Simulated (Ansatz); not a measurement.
**H₁₀C₃ (amorphous cell): density, localisation and related maps**

```cif
data_structure
_symmetry_space_group_name_H-M 'P 1'
_symmetry_Int_Tables_number 1
_cell_length_a 7.7473
_cell_length_b 7.7473
_cell_length_c 7.7473
_cell_angle_alpha 90.000
_cell_angle_beta 90.000
_cell_angle_gamma 90.000
_cell_volume 465.00
loop_
_atom_site_label
_atom_site_type_symbol
_atom_site_fract_x
_atom_site_fract_y
_atom_site_fract_z
_atom_site_occupancy
C1 C 0.37173 0.95995 0.21622 1
H1 H 0.50965 0.93001 0.21748 1
H2 H 0.33773 0.01413 0.09061 1
H3 H 0.34362 0.05370 0.31778 1
H4 H 0.29748 0.84161 0.23724 1
C2 C 0.60178 0.39360 0.40231 1
H5 H 0.55722 0.37762 0.53460 1
H6 H 0.51060 0.47442 0.33240 1
H7 H 0.61164 0.26727 0.33954 1
H8 H 0.72877 0.45453 0.40494 1
C3 C 0.05777 0.77371 0.74842 1
H9 H 0.94362 0.69850 0.71354 1
H10 H 0.03516 0.84035 0.87080 1
H11 H 0.08444 0.86853 0.64728 1
H12 H 0.16830 0.68726 0.76184 1
C4 C 0.02527 0.36163 0.17189 1
C5 C 0.00442 0.20375 0.05615 1
H13 H 0.07440 0.47293 0.09948 1
H14 H 0.90141 0.39911 0.22806 1
H15 H 0.11477 0.33637 0.27867 1
H16 H 0.95538 0.09251 0.12891 1
H17 H 0.91363 0.22886 0.95065 1
H18 H 0.12780 0.16604 0.99831 1
C6 C 0.61847 0.03148 0.83472 1
C7 C 0.63657 0.04034 0.63936 1
H19 H 0.63394 0.15905 0.89456 1
H20 H 0.49048 0.98308 0.86937 1
H21 H 0.71466 0.94488 0.89180 1
H22 H 0.62325 0.91342 0.57793 1
H23 H 0.53527 0.12248 0.58578 1
H24 H 0.76143 0.09596 0.60070 1
C8 C 0.52124 0.57357 0.03492 1
C9 C 0.52381 0.60328 0.84083 1
H25 H 0.54746 0.69292 0.10530 1
H26 H 0.39516 0.52596 0.07873 1
H27 H 0.61932 0.47967 0.07354 1
H28 H 0.49743 0.48320 0.77113 1
H29 H 0.42688 0.69855 0.80193 1
H30 H 0.64988 0.65161 0.79903 1
```

Computed with DFT PBE-D3(BJ), scalar-relativistic, plane waves, PAW in Ansatz.

In a PAW calculation such maps are meaningful between the atoms, not at the nuclei.

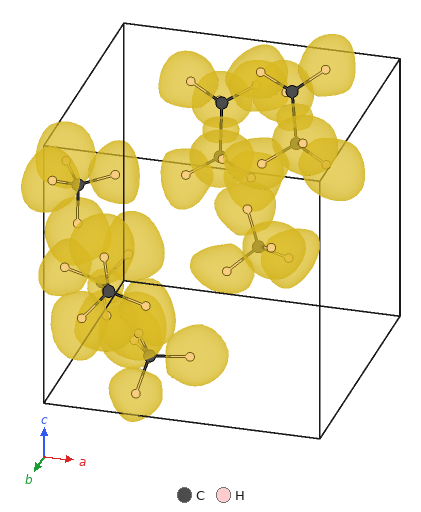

Figure 1. Isosurface of the electron localisation function at 0.75 (yellow), seen at an oblique angle. Core shells and regions of very low density are left out. Sticks mark near contacts.

### Describe the localisation domains.

At this value the surface marks out three regions between bonded C–C atoms (shared pairs) and 30 regions around hydrogen nuclei, counted in one cell of 39 atoms. Regions shared between cells count once.


C–H (1.09 Å): the ELF climbs to about 1 towards the hydrogen, as it does in any bond to H: a covalent bond by its length. C–C (1.52 Å): the ELF peaks at about 0.95 between the atoms (a shared electron pair).

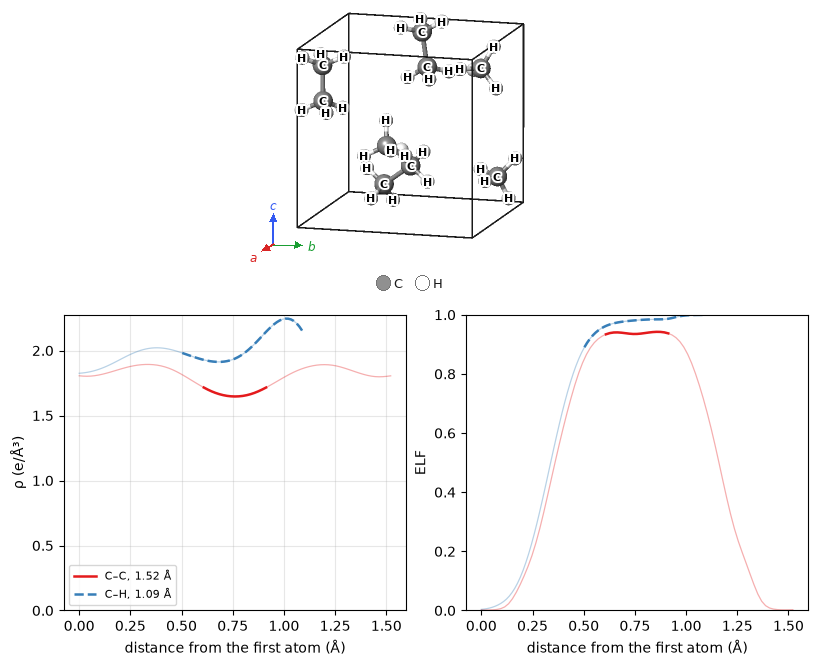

Figure 2. Valence pseudo-density and ELF along straight lines between neighbouring atoms. Thin, pale parts lie inside the atomic spheres. The structure is drawn too.

### What can be read from the curves?

C–C (1.52 Å): the density is about 1.6 e/Å³ at the midpoint; the ELF peaks at about 0.95 between the atoms; localised, covalent bonding.
C–H (1.09 Å): ρ is about 2 e/Å³ halfway; the ELF climbs to about 1 towards the hydrogen: a covalent bond by its length.

### Metal or insulator at this level of theory?

It is gapped, with a Kohn–Sham gap of 6.5 eV at the Γ point, the only k-point used.
